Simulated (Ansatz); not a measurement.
# Run report: Pt, elastic-constant calculation (part 1 of 2)

The run: elastic-constant calculation of Pt (1 atom in the cell). Method and program: DFT PBE, scalar-relativistic, plane waves, PAW, no spin polarisation (Ansatz 0.2.0).

The structure was made by a generator, so it may or may not be a known phase. Figures and captions count atoms from 1; the log counts them from 0 in places.

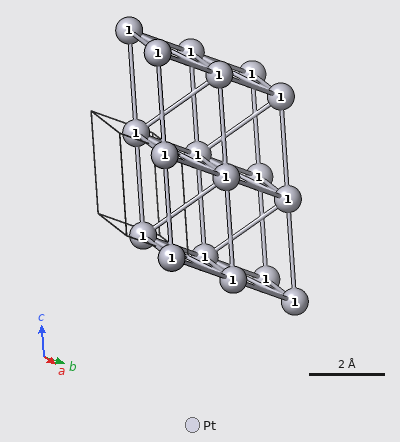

**Figure 1.** The structure as given in the input (ball-and-stick view of the cell of the calculation, repeated 2 × 3 × 2, seen slightly off an axis; atoms are numbered from 1 in the order of the input). An atom can appear more than once, as a periodic image.

Key numbers:

- outcome: converged
- space group (tolerance 0.01 Å): I4/mmm (139)
- electrons treated: 18
- free energy: −12523.0513 eV
- Fermi energy: 21.828 eV
- gap on the k-point mesh: none (metallic)
- pressure: 0.00 GPa
- bulk modulus (Hill): 236.7 GPa
- shear modulus (Hill): 56.3 GPa
- largest force (length of the vector): under 0.001 eV/Å
- elastic stability: stable
- hardware: 1 thread of Intel Xeon @ 2.50GHz (Skylake/Cascade Lake), 189 GiB of memory available, shared host
- wall time: 29 min
- peak memory: 1.5 GiB

Results for this metal are sensitive to the k-point mesh. Spin–orbit coupling is left out, which matters for Pt.

Input file:
```yaml
crystal:
  lattice:
    - [-1.7014874953, 1.7014874953, 1.3699381817]
    - [1.7014874953, -1.7014874953, 1.3699381817]
    - [1.7014874953, 1.7014874953, -1.3699381817]
  atoms:
    - { symbol: Pt, position: [0.5, 0.5, 0.0] }
basis:
  ecutwfc: 420
kpoints:
  mp_grid: { grid: [28, 28, 28] }
hamiltonian:
  xc: pbe
scf:
  occupations: { method: fermi_dirac, width: 0.15 }
output:
  forces: true
  stress: true
  eigenvalues: true
elastic:
  mode: relaxed_ion
  amplitude: 0.005
```

Launch command:
```bash
ansatz run input.yaml --threads 1 --pin off --max-ram 2560MiB --backend cpu --events-out ev --progress --plain --runs-dir out
```

The program's output:
```
Engine: ansatz 0.2.0, x86_64-unknown-linux-gnu
Pseudopotentials: kind: paw
Pseudopotential: Pt, paw, valence charge 18, recommended cutoff 420 eV (normal), Pt.paw.azcp
Functional definition: PBE
  parameter kappa = 0.804
  parameter beta = 0.06672455060314922
  exchange = pbe_x(kappa = kappa, mu = beta*pi^2/3)
  correlation = pbe_c(beta = beta)
Crystal: 1 atoms, lattice volume = 15.864 Å³
Basis set: ecut = 420 eV, 325 PW (Γ), exchange–correlation on 40×40×40 points (8 copies of the dense FFT grid, shifted against one another)
Bands: 13, of which v1, the nominal top of the filled ones, is band 9 counted from 1 (8 counted from 0)
Symmetry: 16 space group operations
Space group: I4/mmm (ITA 139), of the structure as read, at distance tolerance 2.5e-5 Å
k-points: 1639 of 21952
Non-local potential: Pt, projectors of the file, l = 0: 3, l = 1: 2, l = 2: 2, l = 3: 1
PAW form: soft (Blöchl's): semilocal exchange-correlation on the pseudo side does not see the compensation charge
PAW one-centre angular grid: Pt, 590 points (default); XC on 64 Gauss nodes
Initial density: superposition of atomic densities (neutral atoms: chi_scale 0, normalization atom), corrected by the library's trained network
Initial wavefunctions: pseudopotential atomic-orbital guess
Functional: x = pbe(κ = 0.804, μ = 0.2195149727645171), c = pbe(β = 0.06672455060314922)
SCF iter   1: F=—  HF=-12523.050676 eV  |F-HF|=—  |Δ(HF+E_count)|=         —  Δρ=2.93e-3  dr2=2.99e-4  ethr=1.77e-3  ⟨swp⟩=4.9  Hψ=114503  notcnv=0
preconditioner: auto → none  [metal: Δε(μ)=0.001 eV  Ē_g=13.738 eV  σ=0.150 eV  W_gap=0.00  n_scr=4 (ndim 8)  ℏωp=29.5 eV  f_vac=0.000  D(μ)=1.14/eV (n_scr^D=12)  sad-step TF]
SCF iter   2: F=—  HF=-12523.051170 eV  |F-HF|=—  |Δ(HF+E_count)|=   4.95e-4  Δρ=1.63e-3  dr2=8.71e-5  ethr=1.66e-6  ⟨swp⟩=2.5  Hψ=45658  notcnv=0
SCF iter   3: F=—  HF=-12523.051346 eV  |F-HF|=—  |Δ(HF+E_count)|=   1.75e-4  Δρ=2.99e-4  dr2=1.36e-5  ethr=4.84e-7  ⟨swp⟩=2.0  Hψ=29308  notcnv=0
SCF iter   4: F=—  HF=-12523.051342 eV  |F-HF|=—  |Δ(HF+E_count)|=   3.51e-6  Δρ=8.56e-5  dr2=3.66e-7  ethr=7.53e-8  ⟨swp⟩=2.1  Hψ=29551  notcnv=0
SCF iter   5: F=—  HF=-12523.051339 eV  |F-HF|=—  |Δ(HF+E_count)|=   2.84e-6  Δρ=1.70e-5  dr2=1.22e-8  ethr=2.03e-9  ⟨swp⟩=2.6  Hψ=33620  notcnv=0
SCF iter   6: F=—  HF=-12523.051339 eV  |F-HF|=—  |Δ(HF+E_count)|=   4.29e-9  Δρ=5.16e-6  dr2=2.71e-9  ethr=6.78e-11  ⟨swp⟩=2.7  Hψ=34396  notcnv=0
SCF iter   7: F=—  HF=-12523.051339 eV  |F-HF|=—  |Δ(HF+E_count)|=  7.68e-10  Δρ=5.30e-7  dr2=2.43e-11  ethr=1.50e-11  ⟨swp⟩=2.0  Hψ=28022  notcnv=0
SCF iter   8: F=—  HF=-12523.051339 eV  |F-HF|=—  |Δ(HF+E_count)|=  1.82e-12  Δρ=1.15e-7  dr2=1.49e-12  ethr=1.35e-13 (applied; sched 1.00e-12)  ⟨swp⟩=2.1  Hψ=35619  notcnv=0
SCF iter   9: F=-12523.051339 eV  HF=-12523.051339 eV  |F-HF|=1.82e-12  |Δ(HF+E_count)|=  9.09e-12  Δρ=9.00e-9  dr2=5.02e-15  ethr=1.00e-12  ⟨swp⟩=4.0  Hψ=66786  notcnv=0
SCF 1 converged in 9 iterations: F = -12523.051339 eV  dr2 = 5.02e-15
  greatest PAW one-centre occupation: 1.000 electrons in one spin orbital (limit 2), on the Pt atom at site 0 (counted from 0), in its partial waves of l = 0
Crystal: 1 atoms, lattice volume = 15.706 Å³
Basis set: ecut = 420 eV, 317 PW (Γ), exchange–correlation on 40×40×40 points (8 copies of the dense FFT grid, shifted against one another)
Symmetry: 8 space group operations
k-points: 3060 of 21952
Initial density: handed on by an earlier stage of this run
Initial wavefunctions: those handed on with the density
iter 1 solved again at ethr=6.99e-7 eV; its pass at ethr=3.10e-3 eV (dr2=1.26e-4 eV) is discarded
SCF iter   1: F=—  HF=-12523.050069 eV  |F-HF|=—  |Δ(HF+E_count)|=         —  Δρ=1.16e-3  dr2=8.93e-5  ethr=6.99e-7  ⟨swp⟩=2.1  Hψ=284119  notcnv=0
preconditioner: auto → none  [metal: Δε(μ)=0.001 eV  Ē_g=13.838 eV  σ=0.150 eV  W_gap=0.00  n_scr=4 (ndim 8)  ℏωp=29.6 eV  f_vac=0.000  D(μ)=1.13/eV (n_scr^D=12)]
SCF iter   2: F=—  HF=-12523.050060 eV  |F-HF|=—  |Δ(HF+E_count)|=   8.45e-6  Δρ=5.51e-4  dr2=1.18e-5  ethr=4.96e-7  ⟨swp⟩=2.3  Hψ=53595  notcnv=0
SCF iter   3: F=—  HF=-12523.050061 eV  |F-HF|=—  |Δ(HF+E_count)|=   7.89e-7  Δρ=2.19e-4  dr2=2.04e-6  ethr=6.53e-8  ⟨swp⟩=2.2  Hψ=66826  notcnv=0
SCF iter   4: F=—  HF=-12523.050060 eV  |F-HF|=—  |Δ(HF+E_count)|=   1.12e-6  Δρ=1.92e-5  dr2=1.35e-8  ethr=1.14e-8  ⟨swp⟩=2.0  Hψ=54638  notcnv=0
SCF iter   5: F=—  HF=-12523.050060 eV  |F-HF|=—  |Δ(HF+E_count)|=   9.94e-9  Δρ=3.63e-6  dr2=4.48e-10  ethr=7.49e-11  ⟨swp⟩=2.4  Hψ=68438  notcnv=0
SCF iter   6: F=—  HF=-12523.050060 eV  |F-HF|=—  |Δ(HF+E_count)|=  2.80e-10  Δρ=2.90e-7  dr2=4.55e-12  ethr=2.49e-12  ⟨swp⟩=2.8  Hψ=69469  notcnv=0
SCF iter   7: F=—  HF=-12523.050060 eV  |F-HF|=—  |Δ(HF+E_count)|=  9.09e-12  Δρ=5.73e-8  dr2=1.16e-13  ethr=2.53e-14 (applied; sched 1.00e-12)  ⟨swp⟩=2.3  Hψ=68668  notcnv=0
SCF iter   8: F=-12523.050060 eV  HF=-12523.050060 eV  |F-HF|=9.09e-12  |Δ(HF+E_count)|=    0.00e0  Δρ=1.26e-8  dr2=8.95e-15  ethr=1.00e-12  ⟨swp⟩=4.0  Hψ=122226  notcnv=0
SCF 2 converged in 8 iterations: F = -12523.050060 eV  dr2 = 8.95e-15
Crystal: 1 atoms, lattice volume = 16.023 Å³
iter 1 solved again at ethr=1.96e-9 eV; its pass at ethr=3.10e-3 eV (dr2=3.53e-7 eV) is discarded
SCF iter   1: F=—  HF=-12523.050075 eV  |F-HF|=—  |Δ(HF+E_count)|=         —  Δρ=1.55e-4  dr2=3.99e-7  ethr=1.96e-9  ⟨swp⟩=2.1  Hψ=257757  notcnv=0
preconditioner: auto → none  [metal: Δε(μ)=0.001 eV  Ē_g=13.638 eV  σ=0.150 eV  W_gap=0.00  n_scr=4 (ndim 8)  ℏωp=29.3 eV  f_vac=0.000  D(μ)=1.16/eV (n_scr^D=12)]
SCF iter   2: F=—  HF=-12523.050082 eV  |F-HF|=—  |Δ(HF+E_count)|=   7.10e-6  Δρ=7.48e-5  dr2=5.34e-8  ethr=1.96e-9  ⟨swp⟩=2.1  Hψ=55678  notcnv=0
SCF iter   3: F=—  HF=-12523.050084 eV  |F-HF|=—  |Δ(HF+E_count)|=   1.66e-6  Δρ=3.52e-5  dr2=1.05e-8  ethr=2.97e-10  ⟨swp⟩=2.3  Hψ=58662  notcnv=0
SCF iter   4: F=—  HF=-12523.050084 eV  |F-HF|=—  |Δ(HF+E_count)|=   4.71e-7  Δρ=2.01e-6  dr2=5.55e-11  ethr=5.83e-11  ⟨swp⟩=1.2  Hψ=42842  notcnv=0
SCF iter   5: F=—  HF=-12523.050084 eV  |F-HF|=—  |Δ(HF+E_count)|=   1.53e-9  Δρ=1.86e-7  dr2=9.87e-13  ethr=3.08e-13 (applied; sched 1.00e-12)  ⟨swp⟩=2.3  Hψ=60569  notcnv=0
SCF iter   6: F=-12523.050084 eV  HF=-12523.050084 eV  |F-HF|=0.00e0  |Δ(HF+E_count)|=  5.46e-12  Δρ=2.13e-8  dr2=2.19e-14  ethr=1.00e-12  ⟨swp⟩=4.0  Hψ=131044  notcnv=0
SCF 3 converged in 6 iterations: F = -12523.050084 eV  dr2 = 2.19e-14
Crystal: 1 atoms, lattice volume = 15.944 Å³
SCF iter   1: F=—  HF=-12523.051019 eV  |F-HF|=—  |Δ(HF+E_count)|=         —  Δρ=5.31e-5  dr2=9.26e-9  ethr=1.00e-12  ⟨swp⟩=8.6  Hψ=319953  notcnv=0
preconditioner: auto → none  [metal: Δε(μ)=0.001 eV  Ē_g=13.687 eV  σ=0.150 eV  W_gap=0.00  n_scr=4 (ndim 8)  ℏωp=29.4 eV  f_vac=0.000  D(μ)=1.15/eV (n_scr^D=12)]
SCF iter   2: F=—  HF=-12523.051020 eV  |F-HF|=—  |Δ(HF+E_count)|=   9.21e-7  Δρ=2.66e-5  dr2=2.31e-9  ethr=1.00e-12  ⟨swp⟩=2.0  Hψ=78034  notcnv=0
SCF iter   3: F=—  HF=-12523.051020 eV  |F-HF|=—  |Δ(HF+E_count)|=   3.07e-7  Δρ=1.36e-7  dr2=2.73e-12  ethr=1.00e-12  ⟨swp⟩=2.0  Hψ=53724  notcnv=0
SCF iter   4: F=—  HF=-12523.051020 eV  |F-HF|=—  |Δ(HF+E_count)|=  1.82e-12  Δρ=3.95e-8  dr2=1.29e-13  ethr=1.00e-12  ⟨swp⟩=4.9  Hψ=139777  notcnv=0
SCF iter   5: F=-12523.051020 eV  HF=-12523.051020 eV  |F-HF|=7.28e-12  |Δ(HF+E_count)|=  3.64e-12  Δρ=1.40e-8  dr2=6.04e-15  ethr=1.00e-12  ⟨swp⟩=3.8  Hψ=115142  notcnv=0
SCF 4 converged in 5 iterations: F = -12523.051020 eV  dr2 = 6.04e-15
Crystal: 1 atoms, lattice volume = 15.785 Å³
SCF iter   1: F=—  HF=-12523.051025 eV  |F-HF|=—  |Δ(HF+E_count)|=         —  Δρ=1.83e-5  dr2=1.10e-9  ethr=1.00e-12  ⟨swp⟩=9.2  Hψ=332062  notcnv=0
preconditioner: auto → none  [metal: Δε(μ)=0.001 eV  Ē_g=13.791 eV  σ=0.150 eV  W_gap=0.00  n_scr=4 (ndim 8)  ℏωp=29.6 eV  f_vac=0.000  D(μ)=1.13/eV (n_scr^D=12)]
SCF iter   2: F=—  HF=-12523.051025 eV  |F-HF|=—  |Δ(HF+E_count)|=   1.00e-7  Δρ=9.14e-6  dr2=2.72e-10  ethr=1.00e-12  ⟨swp⟩=1.0  Hψ=64262  notcnv=0
SCF iter   3: F=—  HF=-12523.051025 eV  |F-HF|=—  |Δ(HF+E_count)|=   3.34e-8  Δρ=1.97e-7  dr2=5.29e-12  ethr=1.00e-12  ⟨swp⟩=1.0  Hψ=39822  notcnv=0
SCF iter   4: F=-12523.051025 eV  HF=-12523.051025 eV  |F-HF|=7.28e-12  |Δ(HF+E_count)|=  5.46e-12  Δρ=1.43e-8  dr2=1.32e-14  ethr=1.00e-12  ⟨swp⟩=3.0  Hψ=165076  notcnv=0
SCF 5 converged in 4 iterations: F = -12523.051025 eV  dr2 = 1.32e-14
iter 1 solved again at ethr=1.10e-6 eV; its pass at ethr=3.10e-3 eV (dr2=1.97e-4 eV) is discarded
SCF iter   1: F=—  HF=-12523.049017 eV  |F-HF|=—  |Δ(HF+E_count)|=         —  Δρ=1.62e-3  dr2=1.52e-4  ethr=1.10e-6  ⟨swp⟩=2.1  Hψ=148481  notcnv=0
preconditioner: auto → none  [metal: Δε(μ)=0.001 eV  Ē_g=13.860 eV  σ=0.150 eV  W_gap=0.00  n_scr=4 (ndim 8)  ℏωp=29.6 eV  f_vac=0.000  D(μ)=1.12/eV (n_scr^D=12)]
SCF iter   2: F=—  HF=-12523.048988 eV  |F-HF|=—  |Δ(HF+E_count)|=   2.98e-5  Δρ=6.81e-4  dr2=1.78e-5  ethr=8.45e-7  ⟨swp⟩=2.6  Hψ=33977  notcnv=0
SCF iter   3: F=—  HF=-12523.048988 eV  |F-HF|=—  |Δ(HF+E_count)|=   4.77e-8  Δρ=2.40e-4  dr2=2.84e-6  ethr=9.90e-8  ⟨swp⟩=2.4  Hψ=36433  notcnv=0
SCF iter   4: F=—  HF=-12523.048987 eV  |F-HF|=—  |Δ(HF+E_count)|=   9.02e-7  Δρ=3.93e-5  dr2=6.75e-8  ethr=1.58e-8  ⟨swp⟩=2.5  Hψ=30465  notcnv=0
SCF iter   5: F=—  HF=-12523.048987 eV  |F-HF|=—  |Δ(HF+E_count)|=   1.48e-8  Δρ=5.10e-6  dr2=1.01e-9  ethr=3.75e-10  ⟨swp⟩=2.2  Hψ=36227  notcnv=0
SCF iter   6: F=—  HF=-12523.048987 eV  |F-HF|=—  |Δ(HF+E_count)|=  4.91e-10  Δρ=2.75e-7  dr2=3.73e-12  ethr=5.64e-12  ⟨swp⟩=2.6  Hψ=37105  notcnv=0
SCF iter   7: F=-12523.048987 eV  HF=-12523.048987 eV  |F-HF|=1.82e-12  |Δ(HF+E_count)|=  7.28e-12  Δρ=1.89e-8  dr2=2.12e-14  ethr=1.00e-12  ⟨swp⟩=2.9  Hψ=83643  notcnv=0
SCF 6 converged in 7 iterations: F = -12523.048987 eV  dr2 = 2.12e-14
Basis set: ecut = 420 eV, 333 PW (Γ), exchange–correlation on 40×40×40 points (8 copies of the dense FFT grid, shifted against one another)
iter 1 solved again at ethr=5.59e-9 eV; its pass at ethr=3.10e-3 eV (dr2=1.01e-6 eV) is discarded
SCF iter   1: F=—  HF=-12523.049190 eV  |F-HF|=—  |Δ(HF+E_count)|=         —  Δρ=1.57e-4  dr2=9.95e-7  ethr=5.59e-9  ⟨swp⟩=2.1  Hψ=137470  notcnv=0
preconditioner: auto → none  [metal: Δε(μ)=0.002 eV  Ē_g=13.623 eV  σ=0.150 eV  W_gap=0.00  n_scr=4 (ndim 8)  ℏωp=29.3 eV  f_vac=0.000  D(μ)=1.17/eV (n_scr^D=12)]
SCF iter   2: F=—  HF=-12523.049194 eV  |F-HF|=—  |Δ(HF+E_count)|=   3.90e-6  Δρ=6.69e-5  dr2=7.58e-8  ethr=5.53e-9  ⟨swp⟩=2.1  Hψ=30633  notcnv=0
SCF iter   3: F=—  HF=-12523.049195 eV  |F-HF|=—  |Δ(HF+E_count)|=   8.27e-7  Δρ=3.52e-5  dr2=1.18e-8  ethr=4.21e-10  ⟨swp⟩=2.5  Hψ=32653  notcnv=0
SCF iter   4: F=—  HF=-12523.049195 eV  |F-HF|=—  |Δ(HF+E_count)|=   2.95e-7  Δρ=1.48e-5  dr2=2.45e-9  ethr=6.54e-11  ⟨swp⟩=1.0  Hψ=21307  notcnv=0
SCF iter   5: F=—  HF=-12523.049195 eV  |F-HF|=—  |Δ(HF+E_count)|=   5.64e-8  Δρ=3.16e-6  dr2=1.09e-10  ethr=1.36e-11  ⟨swp⟩=1.0  Hψ=21307  notcnv=0
SCF iter   6: F=—  HF=-12523.049195 eV  |F-HF|=—  |Δ(HF+E_count)|=   2.79e-9  Δρ=3.29e-7  dr2=8.69e-13  ethr=6.06e-13 (applied; sched 1.00e-12)  ⟨swp⟩=2.5  Hψ=31394  notcnv=0
SCF iter   7: F=-12523.049195 eV  HF=-12523.049195 eV  |F-HF|=7.28e-12  |Δ(HF+E_count)|=  3.27e-11  Δρ=2.07e-8  dr2=5.69e-15  ethr=1.00e-12  ⟨swp⟩=4.0  Hψ=68407  notcnv=0
SCF 7 converged in 7 iterations: F = -12523.049195 eV  dr2 = 5.69e-15
SCF iter   1: F=—  HF=-12523.050791 eV  |F-HF|=—  |Δ(HF+E_count)|=         —  Δρ=5.94e-5  dr2=1.16e-8  ethr=1.00e-12  ⟨swp⟩=8.5  Hψ=171099  notcnv=0
preconditioner: auto → none  [metal: Δε(μ)=0.000 eV  Ē_g=13.682 eV  σ=0.150 eV  W_gap=0.00  n_scr=4 (ndim 8)  ℏωp=29.4 eV  f_vac=0.000  D(μ)=1.16/eV (n_scr^D=12)]
SCF iter   2: F=—  HF=-12523.050792 eV  |F-HF|=—  |Δ(HF+E_count)|=   1.03e-6  Δρ=2.97e-5  dr2=2.90e-9  ethr=1.00e-12  ⟨swp⟩=2.0  Hψ=42477  notcnv=0
SCF iter   3: F=—  HF=-12523.050793 eV  |F-HF|=—  |Δ(HF+E_count)|=   3.43e-7  Δρ=2.28e-7  dr2=7.64e-12  ethr=1.00e-12  ⟨swp⟩=2.0  Hψ=29418  notcnv=0
SCF iter   4: F=—  HF=-12523.050793 eV  |F-HF|=—  |Δ(HF+E_count)|=  1.82e-12  Δρ=7.03e-8  dr2=2.03e-13  ethr=4.24e-14 (applied; sched 1.00e-12)  ⟨swp⟩=2.1  Hψ=29847  notcnv=0
SCF iter   5: F=-12523.050793 eV  HF=-12523.050793 eV  |F-HF|=3.64e-12  |Δ(HF+E_count)|=    0.00e0  Δρ=2.33e-8  dr2=1.82e-14  ethr=1.00e-12  ⟨swp⟩=3.9  Hψ=61584  notcnv=0
SCF 8 converged in 5 iterations: F = -12523.050793 eV  dr2 = 1.82e-14
SCF iter   1: F=—  HF=-12523.050762 eV  |F-HF|=—  |Δ(HF+E_count)|=         —  Δρ=7.50e-7  dr2=3.26e-11  ethr=1.00e-12  ⟨swp⟩=9.0  Hψ=176090  notcnv=0
preconditioner: auto → none  [metal: Δε(μ)=0.001 eV  Ē_g=13.795 eV  σ=0.150 eV  W_gap=0.00  n_scr=4 (ndim 8)  ℏωp=29.6 eV  f_vac=0.000  D(μ)=1.13/eV (n_scr^D=12)]
SCF iter   2: F=—  HF=-12523.050762 eV  |F-HF|=—  |Δ(HF+E_count)|=  1.82e-12  Δρ=3.18e-7  dr2=3.35e-12  ethr=1.81e-13 (applied; sched 1.00e-12)  ⟨swp⟩=1.8  Hψ=40140  notcnv=0
SCF iter   3: F=—  HF=-12523.050762 eV  |F-HF|=—  |Δ(HF+E_count)|=    0.00e0  Δρ=1.43e-7  dr2=6.19e-13  ethr=1.86e-14 (applied; sched 1.00e-12)  ⟨swp⟩=2.7  Hψ=37356  notcnv=0
SCF iter   4: F=-12523.050762 eV  HF=-12523.050762 eV  |F-HF|=7.28e-12  |Δ(HF+E_count)|=    0.00e0  Δρ=9.40e-9  dr2=2.64e-15  ethr=1.00e-12  ⟨swp⟩=2.1  Hψ=78185  notcnv=0
SCF 9 converged in 4 iterations: F = -12523.050762 eV  dr2 = 2.64e-15
Basis set: ecut = 420 eV, 321 PW (Γ), exchange–correlation on 40×40×40 points (8 copies of the dense FFT grid, shifted against one another)
Symmetry: 4 space group operations
k-points: 5700 of 21952
iter 1 solved again at ethr=2.05e-7 eV; its pass at ethr=3.10e-3 eV (dr2=3.69e-5 eV) is discarded
SCF iter   1: F=—  HF=-12523.050838 eV  |F-HF|=—  |Δ(HF+E_count)|=         —  Δρ=1.14e-3  dr2=3.69e-5  ethr=2.05e-7  ⟨swp⟩=2.1  Hψ=539380  notcnv=0
preconditioner: auto → none  [metal: Δε(μ)=0.000 eV  Ē_g=13.740 eV  σ=0.150 eV  W_gap=0.00  n_scr=4 (ndim 8)  ℏωp=29.5 eV  f_vac=0.000  D(μ)=1.14/eV (n_scr^D=12)]
SCF iter   2: F=—  HF=-12523.050837 eV  |F-HF|=—  |Δ(HF+E_count)|=   9.05e-7  Δρ=5.13e-4  dr2=6.35e-6  ethr=2.05e-7  ⟨swp⟩=1.0  Hψ=74100  notcnv=0
SCF iter   3: F=—  HF=-12523.050835 eV  |F-HF|=—  |Δ(HF+E_count)|=   1.96e-6  Δρ=5.36e-5  dr2=7.85e-8  ethr=3.53e-8  ⟨swp⟩=1.0  Hψ=74100  notcnv=0
SCF iter   4: F=—  HF=-12523.050835 eV  |F-HF|=—  |Δ(HF+E_count)|=   5.81e-7  Δρ=7.69e-6  dr2=7.12e-9  ethr=4.36e-10  ⟨swp⟩=2.3  Hψ=110665  notcnv=0
SCF iter   5: F=—  HF=-12523.050835 eV  |F-HF|=—  |Δ(HF+E_count)|=   1.64e-9  Δρ=2.84e-6  dr2=4.17e-10  ethr=3.96e-11  ⟨swp⟩=2.1  Hψ=109198  notcnv=0
SCF iter   6: F=—  HF=-12523.050835 eV  |F-HF|=—  |Δ(HF+E_count)|=  2.13e-10  Δρ=3.92e-7  dr2=9.52e-12  ethr=2.32e-12  ⟨swp⟩=2.2  Hψ=109112  notcnv=0
SCF iter   7: F=—  HF=-12523.050835 eV  |F-HF|=—  |Δ(HF+E_count)|=  9.09e-12  Δρ=4.35e-8  dr2=1.06e-13  ethr=5.29e-14 (applied; sched 1.00e-12)  ⟨swp⟩=2.3  Hψ=122457  notcnv=0
SCF iter   8: F=-12523.050835 eV  HF=-12523.050835 eV  |F-HF|=3.64e-12  |Δ(HF+E_count)|=  3.64e-12  Δρ=5.45e-9  dr2=1.61e-15  ethr=1.00e-12  ⟨swp⟩=4.0  Hψ=222057  notcnv=0
SCF 10 converged in 8 iterations: F = -12523.050835 eV  dr2 = 1.61e-15
iter 1 solved again at ethr=1.07e-9 eV; its pass at ethr=3.10e-3 eV (dr2=1.92e-7 eV) is discarded
```
